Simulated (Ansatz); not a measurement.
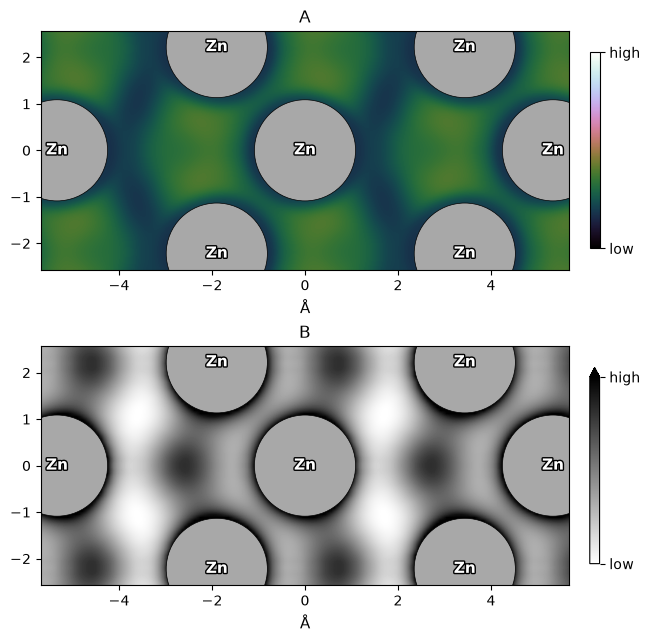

Zn: 2 fields on the (100) plane of the conventional cell, with unlabelled colour scales. Grey discs cover the atomic cores.

Space group C2/c; set up as Zn, beta-Sn type; a generated structure, not necessarily the stable one; changed on purpose from its base cell (volume × 1.04); computed pressure about −2 GPa in this cell.

These are results of DFT, revPBE, plane waves (420 eV) with PAW, scalar-relativistic in Ansatz 0.2.0, not measurements.

### The panels show electron localisation function and valence pseudo-density in some order. Assign them.

Panel A: electron localisation function. Panel B: valence pseudo-density. From the grid: Zn–Zn (2.92 Å): ρ is about 0.16 e/Å³ halfway; the ELF is about 0.25 at the midpoint: no shared electron pair shows on this line.
